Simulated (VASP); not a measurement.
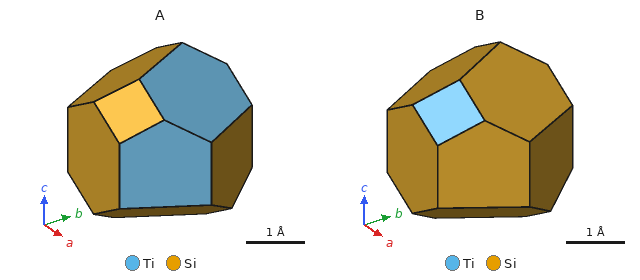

Computed Voronoi cells of the 2 sites of this structure, drawn to one scale and in one orientation; each face has the colour of the neighbour behind it.

TiSi2, space group Fddd:1 (No. 70), a = 4.793 Å, b = 8.248 Å, c = 8.517 Å, α = 90.00°, β = 90.00°, γ = 90.00°

| site | Wyckoff | x | y | z |
| --- | --- | --- | --- | --- |
| Ti | 8b | 0.7500 | 0.2500 | 0.2500 |
| Si | 16f | 0.7500 | 0.9137 | 0.2500 |

Source: coordinates from a relaxation with VASP Kohn-Sham DFT of a periodic cell, BLYP with D4, VASP PAW PBE potentials, recommended in VASP 6.6.1.

Which cell belongs to which site?

Answer. A is Si (14 faces above 1 % of the solid angle, 14.0 Å³, facing Si 55 %, Ti 45 %); B is Ti (14 faces above 1 % of the solid angle, 14.1 Å³, mostly facing Si).
